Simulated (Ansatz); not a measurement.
A periodic structure is given below.

```
Sn O
1.0
     3.20964    0.00000    0.00000
    -1.60482    2.77963    0.00000
     0.00000    0.00000   13.06486
Sn O
3 6
Direct
  0.66667 0.33333 0.33333
  0.33333 0.66667 0.66667
  0.00000 0.00000 0.00000
  0.33333 0.66667 0.40791
  0.00000 0.00000 0.25875
  0.00000 0.00000 0.74125
  0.66667 0.33333 0.59209
  0.66667 0.33333 0.07458
  0.33333 0.66667 0.92542
```

Give a crystallographic description of this input.

Chemical formula SnO2. The lattice is rhombohedral (trigonal R) and the space group R-3m (No. 166). In terms of structure types, this is cadmium chloride (CdCl₂) type. One cell contains 3 Sn, 6 O, 9 atoms in all. The coordination shell of Sn holds six O in a distorted octahedral arrangement at 2.09 Å. Each O atom is coordinated by three Sn in a trigonal pyramidal arrangement at 2.09 Å. The bonds build SnO2 layers parallel to (001).

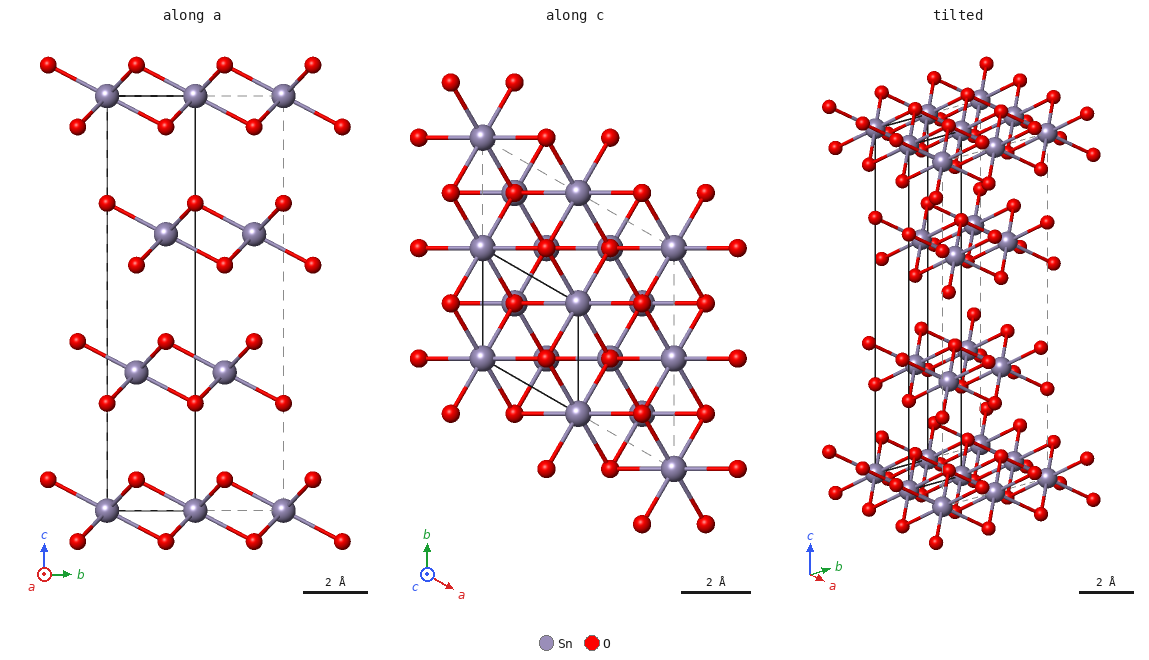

Shown here is a ball-and-stick view of the crystal, taken along the a axis, along the c axis and slightly off an axis. The drawing covers 2×2×1 cells, and the solid lines enclose one conventional unit cell. Some neighbours outside the box are added.

The structure was taken from a structure listed in the Materials Project. Earlier steps of the study may have refined or changed the cell and positions. Ansatz was used for an electronic-structure calculation on it.
